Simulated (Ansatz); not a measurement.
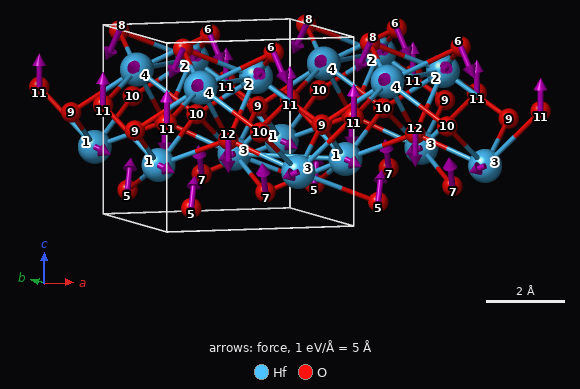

Starting geometry of a crystal of HfO2 (set up in P2_12_12) with the computed forces as purple arrows. Style: ball-and-stick. Shown: the cell of the calculation, repeated 2 × 2 × 1 with one cell outlined, from a free direction.

The run lets cell and atoms move.

Method: Kohn-Sham DFT of a periodic cell, PBE, Ansatz PAW in Ansatz 0.2.0.

Input file:
```yaml
crystal:
  lattice:
    - [5.0803194, 0.0, 0.0]
    - [0.0, 5.16486745, 0.0]
    - [0.0, 0.0, 4.89088365]
  atoms:
    - { symbol: Hf, position: [0.22259082, 0.78179958, 0.27206794] }
    - { symbol: Hf, position: [0.72259082, 0.71820042, 0.72793206] }
    - { symbol: Hf, position: [0.77740918, 0.21820042, 0.27206794] }
    - { symbol: Hf, position: [0.27740918, 0.28179958, 0.72793206] }
    - { symbol: O, position: [0.18681532, 0.16364878, 0.10453462] }
    - { symbol: O, position: [0.68681532, 0.33635122, 0.89546538] }
    - { symbol: O, position: [0.81318468, 0.83635122, 0.10453462] }
    - { symbol: O, position: [0.31318468, 0.66364878, 0.89546538] }
    - { symbol: O, position: [0.0, 0.5, 0.48905445] }
    - { symbol: O, position: [0.5, 0.0, 0.51094555] }
    - { symbol: O, position: [0.0, 0.0, 0.57562499] }
    - { symbol: O, position: [0.5, 0.5, 0.42437501] }
hamiltonian:
  xc: pbe
  pseudopotentials: { kind: paw }
kpoints:
  mp_grid: { grid: [5, 5, 6] }
scf:
  occupations: { method: fermi_dirac, width: 0.05 }
output:
  forces: true
  stress: true
  eigenvalues: true
relax:
  f_tol: 0.01
  max_steps: 40
  cell: { stress_tol: 0.05 }
```

Run as
```bash
ansatz run input.yaml --threads 4 --pin off --max-ram 11264MiB --backend cpu --events-out ev --progress --plain --runs-dir out
```

**What follows when this structure is relaxed?**

It isn't relaxed: the largest force vector, on O atoms, is 0.18 eV/Å. The final displacements have little in common with the starting forces (cosine between the two patterns −0.14). The largest moves relative to the cell, 0.14 Å, are those of O5, O6, O7 and O8. O7 goes roughly along [−3 2 −1]. By element the largest moves are O 0.14 Å, Hf 0.04 Å. The drawn cell changes as follows: a 5.080 → 5.096 Å (+0.3 %), b 5.165 → 5.274 Å (+2.1 %), c 4.891 → 4.978 Å (+1.8 %); the volume changes by +4.3 %. Some distances before and after: Hf1–O7 2.253 → 2.423 Å, Hf1–Hf3 3.193 → 3.286 Å, Hf1–Hf4 3.423 → 3.485 Å, Hf1–O10 2.150 → 2.195 Å. Among the angles between lasting bonds that change: Hf1–O7–Hf2 120.7° → 114.4°, Hf2–O7–Hf3 128.0° → 133.6°, Hf2–O9–Hf4 114.2° → 109.3°. The space group stays P2_12_12 (No. 18). After 13 accepted moves (19 points after the start) the energy has fallen by 0.152 eV per cell of the calculation. The largest force component goes from 0.17 to 0.0022 eV/Å. The pressure goes from 9.95 to 0.01 GPa. The line search rejected the trial steps at points 6, 9, 11, 13 of the run. At 2 points the geometry stayed and the basis and grid were re-selected for the new cell (energy shift of 33.0 meV per cell of the calculation at most each time).
